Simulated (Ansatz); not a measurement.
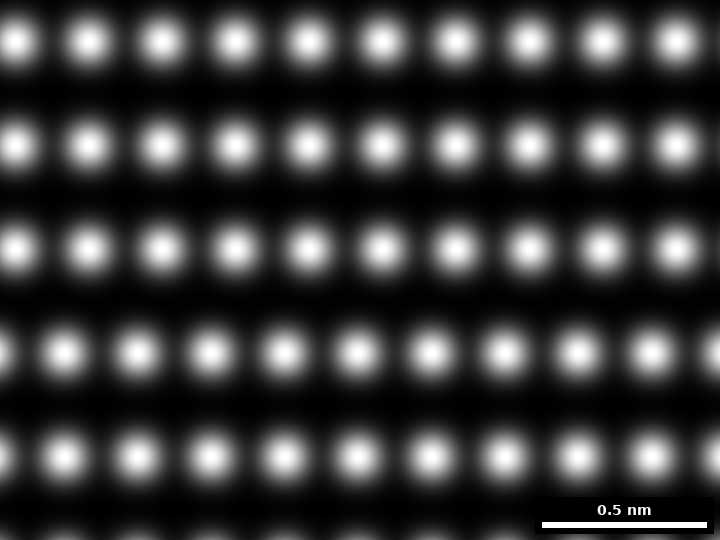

Z-contrast image of Sn (Pm-3m, No. 221) along [110]. Simulated incoherent Z contrast: every atom adds Z^1.7 spread by a probe of 1.09 Å full width; channelling and multiple scattering are left out. The probe carries 15 % of its weight in a tail 2.5 times as wide. The display is stretched by a gamma of 0.8; percentages refer to the linear signal.

One planar defect was built into the perfect crystal by geometry alone, without relaxation. Host structure: the geometry given to an electronic-structure calculation, possibly off equilibrium; the starting structure was generated, so it need not be a known form of this composition.

Q: Where does the periodic pattern break, and how?

A planar fault (a stacking fault) runs horizontally about 9 Å below the top edge. The part above it is shifted along the boundary by 1/3 of the 2.24 Å repeat of the rows (0.7 Å to the right, the same as 1.5 Å to the left); both parts keep the same orientation.
